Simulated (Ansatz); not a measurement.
Input of the run:

```
crystal:
  lattice:
    - [0.0, 2.7731838115, 2.7731838115]
    - [2.7731838115, 0.0, 2.7731838115]
    - [2.7731838115, 2.7731838115, 0.0]
  atoms:
    - { symbol: Ag, position: [0.0, 0.0, 0.0] }
    - { symbol: Cl, position: [0.5, 0.5, 0.5] }
kpoints:
  mp_grid: { grid: [8, 8, 8] }
  band_path:
    path:
      - [[0.0, 0.0, 0.0], [0.5, -8.612684202661e-37, 0.5], [0.625, 0.25, 0.625]]
      - [[0.375, 0.375, 0.75], [0.0, 0.0, 0.0], [0.5, 0.5, 0.5], [0.5, 0.25, 0.75], [0.5, -8.612684202661e-37, 0.5]]
    npoints: 10
hamiltonian:
  xc: pbe
scf:
  occupations: { method: fermi_dirac, width: 0.02 }
  n_extra_bands: 4
output:
  forces: true
  stress: true
  eigenvalues: true
  write_density: true
  write_potential: true
  elf: true
  volumetric_format: npy
```

Command:
```bash
ansatz run input.yaml --threads 2 --pin off --max-ram 2211MiB --backend cpu --events-out ev --progress --plain --runs-dir out
```

Predict the main features of the band structure and density of states. The path is Γ–X–U|K–Γ–L–W–X.

The bands leave a gap. The gap along this path is 0.91 eV and indirect, from the valence-band top at L to the conduction-band bottom at Γ; the smallest direct gap is 3.01 eV, between K and Γ. Two bands meet at the valence-band top at L: it is doubly degenerate (spin aside). The direct gaps are 4.24 eV at L, 5.37 eV at W and 4.25 eV at X. Within the window shown, the tallest peak of the filled states lies 2.1 eV under the valence-band top, at about 9.7 states per eV and cell.

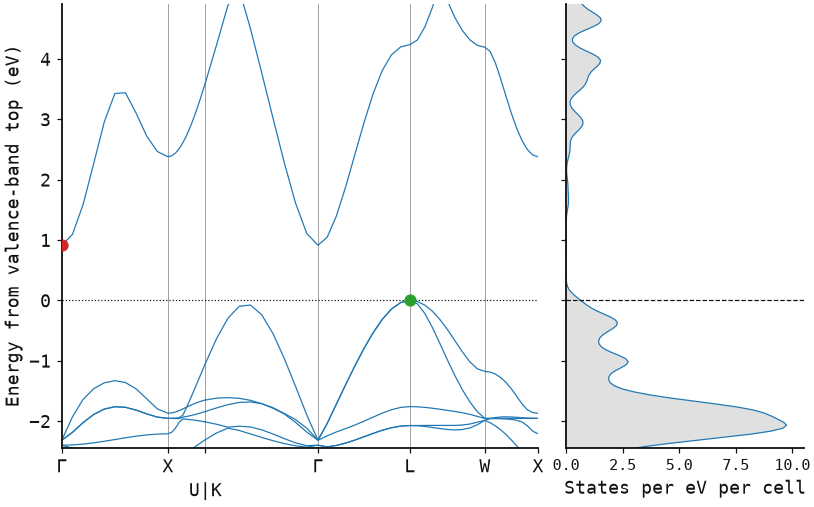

Band structure and density of states. Energies are counted from the top of the valence band. The curve is built from the levels of the k mesh with Gaussians 0.3 eV wide, which also blur the band edges.
